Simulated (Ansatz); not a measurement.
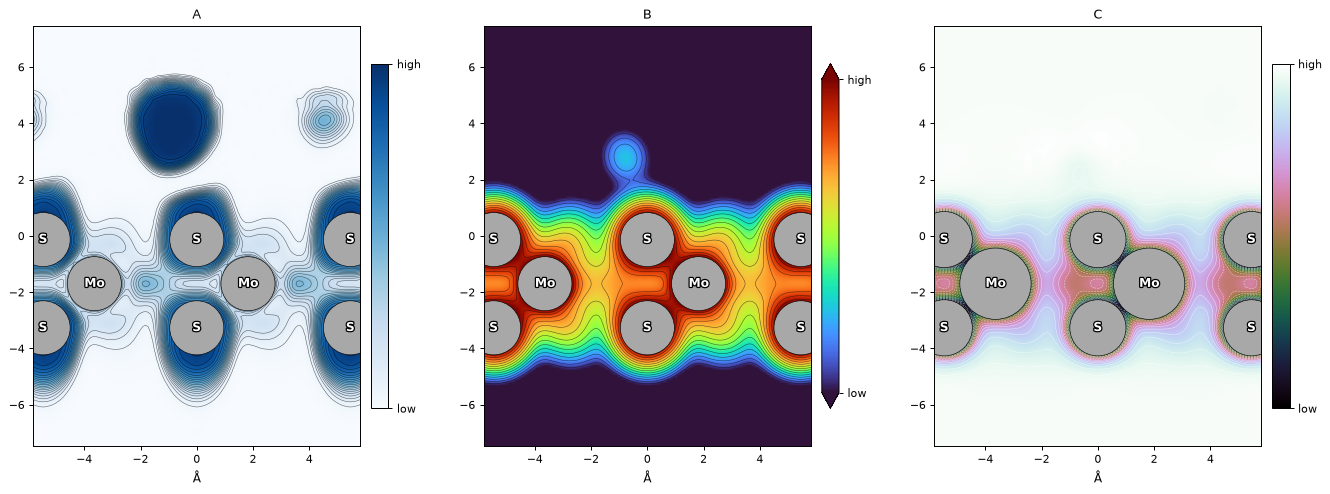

Mo₂HS₄ (slab): 3 fields on the (110) plane of the calculation cell, a cut from vacuum to vacuum, with unlabelled colour scales. Grey discs cover the atomic cores.

Computed without spin polarisation.

All numbers below come from DFT PBE+D3(BJ), scalar-relativistic, plane waves, PAW in Ansatz 0.2.0.

Question: The panels show electron localisation function, electrostatic potential energy of an electron and valence pseudo-density in some order. Assign them.

Answer: Panel A: electron localisation function. Panel B: valence pseudo-density. Panel C: electrostatic potential energy of an electron (low next to the atoms, rising into the space between them). From the grid: Mo–S (2.40 Å): the density is about 0.61 e/Å³ at the midpoint; the ELF peaks at about 0.85 in the valence shell of S, 0.8 Å from its nucleus, and is about 0.45 at the midpoint.
